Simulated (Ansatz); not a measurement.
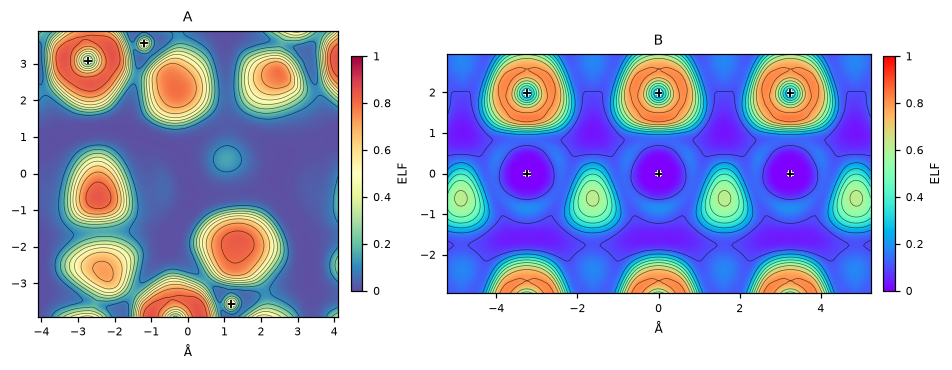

The electron localisation function of 2 systems, each on a plane through atoms (crosses mark nuclei in the plane).

These are results of DFT, r2SCAN, plane-wave PAW, default files, scalar-relativistic in Ansatz, not measurements.

System 1: ZnO, the (010) plane of the conventional cell. Space group P6₃mc.

```cif
data_structure
_symmetry_space_group_name_H-M 'P 1'
_symmetry_Int_Tables_number 1
_cell_length_a 3.2494
_cell_length_b 3.2494
_cell_length_c 5.2038
_cell_angle_alpha 90.000
_cell_angle_beta 90.000
_cell_angle_gamma 120.000
_cell_volume 47.58
loop_
_atom_site_label
_atom_site_type_symbol
_atom_site_fract_x
_atom_site_fract_y
_atom_site_fract_z
_atom_site_occupancy
Zn1 Zn 0.33333 0.66667 0.00048 1
Zn2 Zn 0.66667 0.33333 0.50048 1
O1 O 0.33333 0.66667 0.38162 1
O2 O 0.66667 0.33333 0.88162 1
```

System 2: SiO$_{2}$, the (111) plane of the conventional cell. Space group P6₄22; a structure from a database of computed crystals, not necessarily the ambient phase.

> Which map belongs to which system?

Panel A is system 2, SiO$_{2}$: the plane holds Si and O. Si–O (1.61 Å): the ELF peaks at about 0.85 between the atoms: a polar covalent bond. Panel B is system 1, ZnO: the plane holds Zn and O. Zn–O (1.98 Å): the ELF peaks at about 0.85 in the valence shell of O, 0.6 Å from its nucleus, and is about 0.25 at the midpoint: no shared electron pair shows on this line.
